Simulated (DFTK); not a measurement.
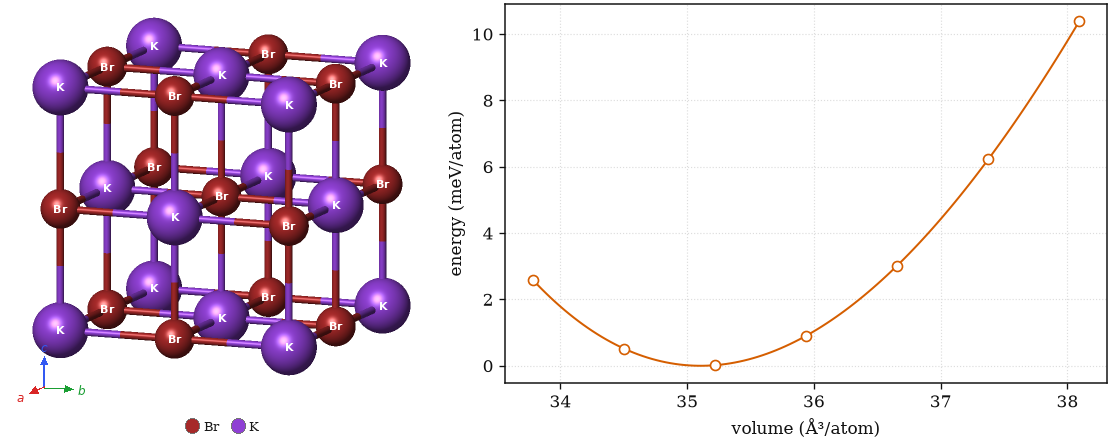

The plot gives the computed energy against volume for KBr, space group Fm-3m (No. 225). The conventional cell is drawn beside the plot.

Cell as given: a = 4.667 Å, b = 4.667 Å, c = 4.667 Å, α = 60.00°, β = 60.00°, γ = 60.00°; 2 atoms.

Calculation (DFTK 0.8.2): plane-wave DFT, no spin polarisation; energies at scaled volumes of the given cell, shape and fractions fixed, counted from the fit's minimum, third-order Birch-Murnaghan fit. Level: PBEsol.

k mesh 7×7×7; occupations Fermi–Dirac; smearing width 0.05 eV; potentials dojo.nc.sr.pbesol.v0_4_1.standard; wave cutoff 1007 eV.

This calculation gives: equilibrium volume 35.11 Å³/atom and bulk modulus 15.4 GPa.

Now K is replaced by Ag on all its sites, which gives AgBr in the same structure. The second calculation uses wave cutoff 1115.6668 eV and k mesh 8×8×8. What happens?

The equilibrium volume falls from 35.11 to 22.84 Å³/atom (−35 %) and the bulk modulus rises from 15.4 to 52.5 GPa (+241 %).

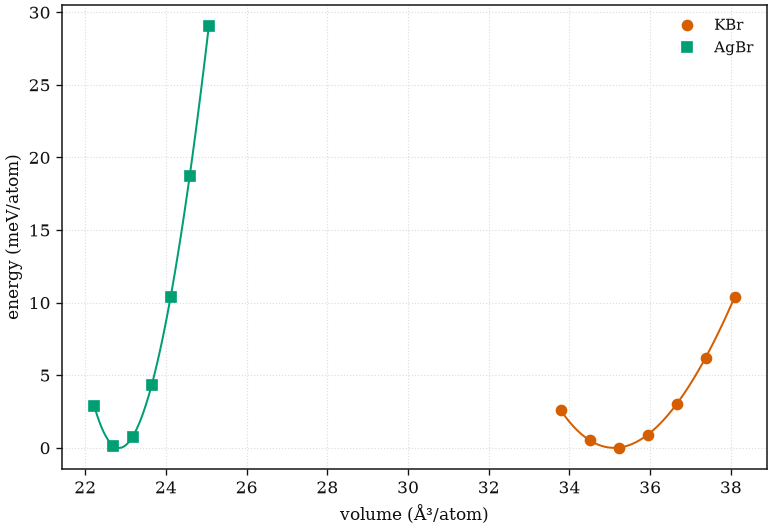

The two results together.

V0 and the bulk modulus come from third-order Birch–Murnaghan fits.
